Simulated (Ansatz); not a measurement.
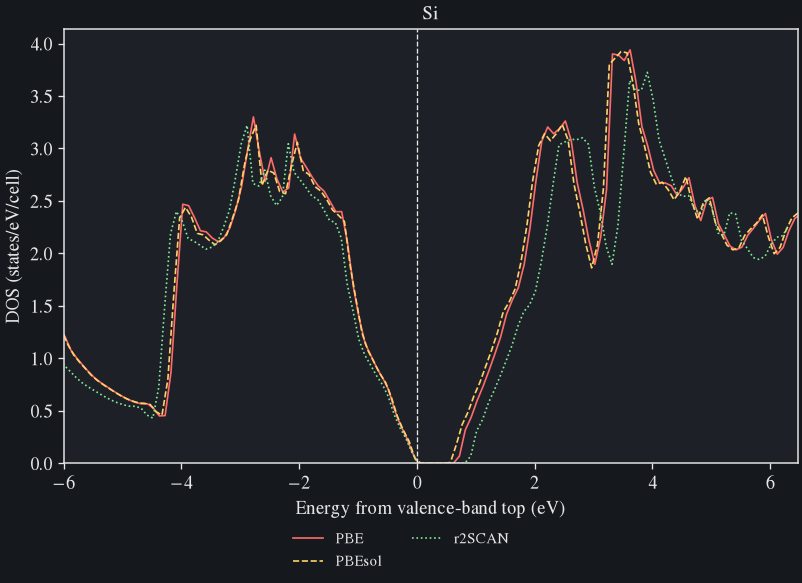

Total densities of states of Si, space group I4_1/amd, 4 atoms in the cell, by three methods on the same cell. Each is counted from its own valence-band top.

Q: How do the methods compare?

A: PBE gives a gap of 0.61 eV, PBEsol gives a gap of 0.50 eV and r2SCAN gives a gap of 0.80 eV. In the window shown, the tallest filled peak lies at −2.8 eV in PBE, −2.7 eV in PBEsol and −2.9 eV in r2SCAN.

Settings. PBE: DFT PBE, scalar-relativistic, plane waves, PAW, no spin polarisation, 8×8×4 k mesh, 420 eV cutoff (Ansatz). PBEsol: DFT PBEsol, scalar-relativistic, plane waves, PAW, no spin polarisation, 8×8×4 k mesh, 420 eV cutoff (Ansatz 0.2.0). r2SCAN: DFT r2SCAN, scalar-relativistic, plane waves, PAW, no spin polarisation, 8×8×4 k mesh, 500 eV cutoff, Gaussian smearing of 0.02 eV (Ansatz).

The structure is an invented one, so it need not be a known or stable phase.
